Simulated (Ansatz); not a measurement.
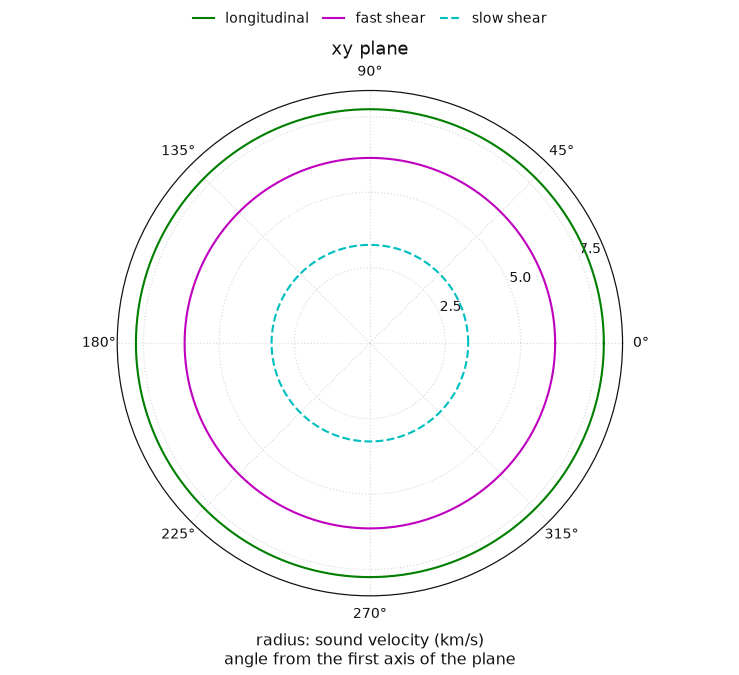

The plot gives the computed sound velocities against the direction of travel in the xy plane, from the elastic constants and the density for MgO, space group P6_3/mmc (No. 194) (cell built by us, not taken from a database).

Structure:
```xyz
4
Lattice="3.5206 0.0000 0.0000 -1.7603 3.0490 0.0000 0.0000 0.0000 4.2384" Properties=species:S:1:pos:R:3 pbc="T T T"
Mg    1.7603    1.0163    3.1788
Mg    0.0000    2.0326    1.0596
O     1.7603    1.0163    1.0596
O     0.0000    2.0326    3.1788
```

Calculation (Ansatz 0.2.0): elastic stress-strain coefficients at zero temperature from small strains of the given cell, Voigt order xx yy zz yz xz xy, Cartesian axes of the cell vectors; plane waves with PAW datasets, Γ-centred k mesh. Level: PBE, no spin polarisation.

wave cutoff 420 eV; k mesh 10×10×6; occupations fixed; ions relaxed; strain amplitude 0.002.

How fast does sound travel along the Cartesian axes?

Along x the longitudinal wave runs at 7.75 km/s and the transverse ones at 6.14 and 3.26 km/s; along y the longitudinal wave runs at 7.75 km/s and the transverse ones at 6.14 and 3.26 km/s; along z the longitudinal wave runs at 8.93 km/s and the transverse ones at 6.14 and 6.14 km/s; along x + y they run at 7.75, 6.14 and 3.26 km/s (density 2.94 g/cm³).
